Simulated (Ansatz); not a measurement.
Take the following structure.

```
Pb
1.0
     4.96075    0.00000    0.00000
     0.00000    4.96075    0.00000
     0.00000    0.00000    6.87800
Pb
4
Direct
  0.00000 0.00000 0.00000
  0.00000 0.50000 0.25000
  0.50000 0.50000 0.50000
  0.50000 0.00000 0.75000
```

Question: Before looking at a picture, describe the arrangement of atoms.

Answer: The element is lead. The atoms follow space group I4_1/amd (No. 141); the Bravais lattice is body-centred tetragonal. The cell holds four atoms. The neighbours of Pb are four Pb in a tetrahedral arrangement at 3.02 Å. The bonds build a three-dimensional framework.

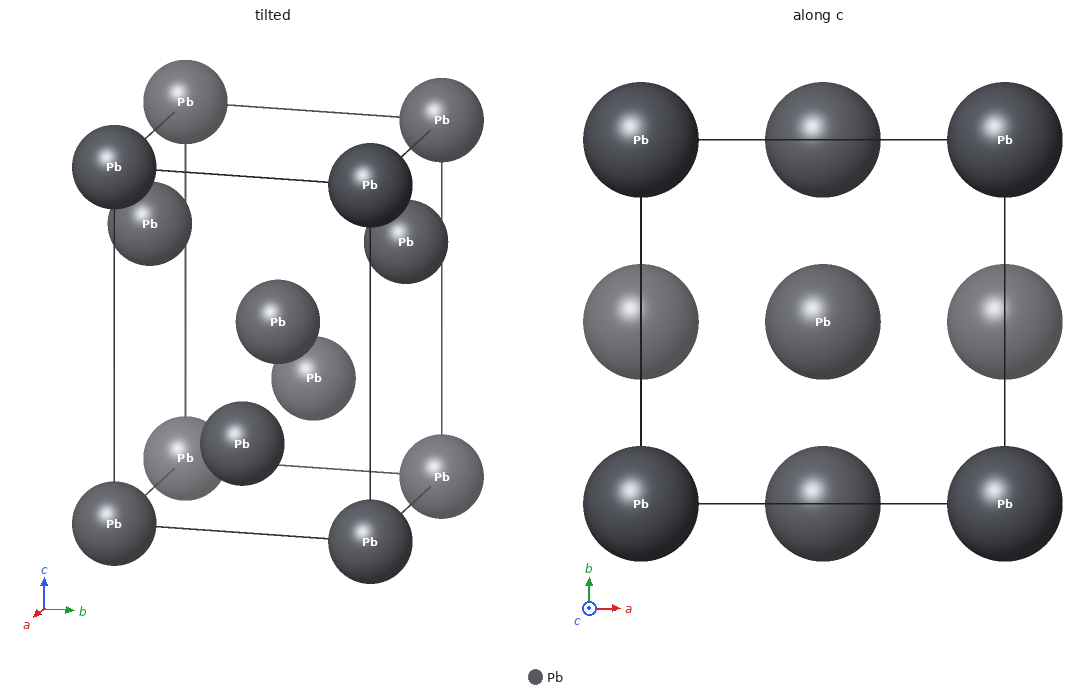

Spheres-only representation of a periodic structure, projected slightly off an axis and along the c axis. The frame is the conventional unit cell; atoms at its boundary are shown with their periodic copies.

Origin of the cell: a structure listed in the Materials Project. The cell was then strained or its atoms displaced on purpose. Ansatz was used for an electronic-structure calculation on it.
